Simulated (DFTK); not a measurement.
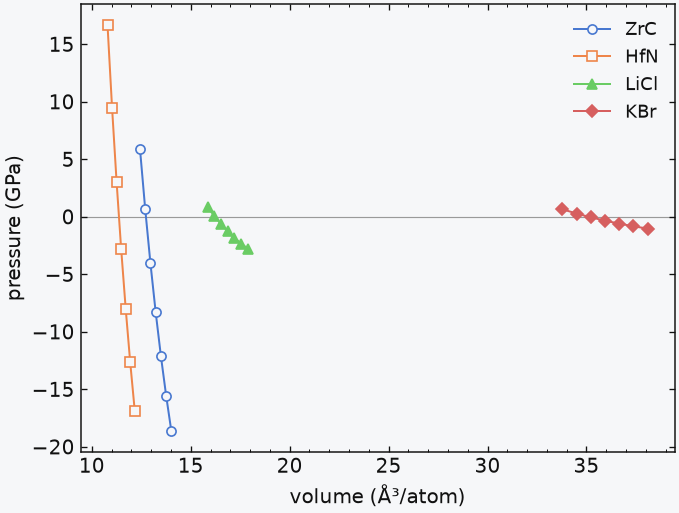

Method: plane-wave DFT, no spin polarisation; energies at scaled volumes of the given cell, shape and fractions fixed, counted from the fit's minimum, third-order Birch-Murnaghan fit (DFTK 0.8.2). Level: PBEsol.

occupations Fermi–Dirac; smearing width 0.05 eV; potentials dojo.nc.sr.pbesol.v0_4_1.standard.

Figure. Pressure against volume, with one curve for each compound, for HfN, KBr, LiCl and ZrC (all in space group Fm-3m (No. 225)).

Settings that differ: ZrC: wave cutoff 1120 eV, k mesh 10×10×10; HfN: wave cutoff 1140 eV, k mesh 10×10×10; LiCl: wave cutoff 1010 eV, k mesh 9×9×9; KBr: wave cutoff 1010 eV, k mesh 7×7×7.

The fitted equilibrium volumes, smallest first, are HfN 11.370, ZrC 12.738, LiCl 16.225, KBr 35.106 Å³/atom. The fitted bulk moduli, smallest first, are KBr 15.4, LiCl 35.1, ZrC 235.6, HfN 286.8 GPa. For ZrC, the pressure falls from 5.90 GPa at volume 12.43 Å³/atom to −18.66 GPa at 14.02 Å³/atom, and changes sign near 12.74 Å³/atom. For HfN, the pressure falls from 16.69 GPa at volume 10.79 Å³/atom to −16.88 GPa at 12.17 Å³/atom, and changes sign near 11.37 Å³/atom. For LiCl, the pressure falls from 0.83 GPa at volume 15.86 Å³/atom to −2.77 GPa at 17.88 Å³/atom, and changes sign near 16.22 Å³/atom.
